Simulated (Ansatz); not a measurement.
Here is a crystal structure:

```yaml
crystal:
  lattice:
    - [3.42249, 0.00000, 0.00000]
    - [0.00000, 3.42249, 0.00000]
    - [0.00000, 0.00000, 3.42249]
  atoms:
    - { symbol: Ag, position: [0.00000, 0.00000, 0.00000] }
    - { symbol: Cl, position: [0.50000, 0.50000, 0.50000] }
```

### Characterise the structure given above.

The solid is AgCl. The lattice is primitive cubic and the space group Pm-3m (No. 221). This arrangement goes by the name caesium chloride (CsCl, B2) type. Cell content 1 Ag, 1 Cl; Z = 1. About every Ag there are eight Cl in a cubic arrangement at 2.96 Å. The neighbours of Cl are eight Ag in a cubic arrangement at 2.96 Å. The bonds build a three-dimensional framework.

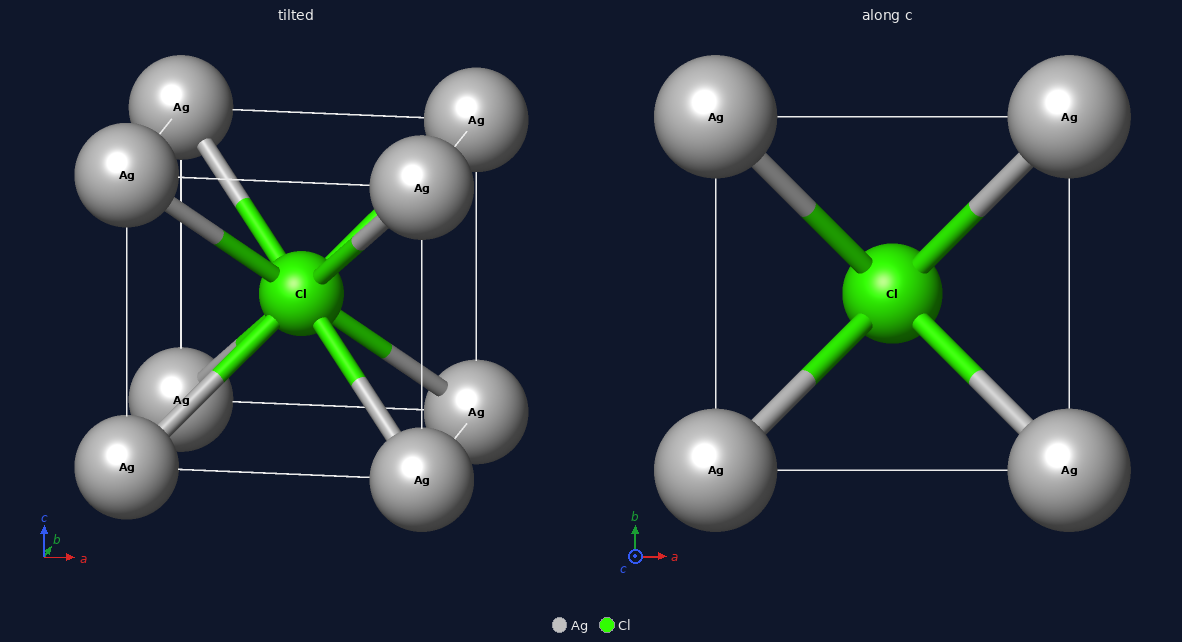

Structure drawing (ball-and-stick), viewed slightly off an axis and along the c axis. Lines trace the edges of the conventional unit cell. Colours: silver light grey, chlorine green.

Provenance: a structure listed in the Materials Project. The cell was then strained or its atoms displaced on purpose. A calculation with Ansatz used it as input.

At this level of theory the cell isn't at rest (stretched, at -4 GPa), so its distances can differ from those at equilibrium, the more so the softer the solid.
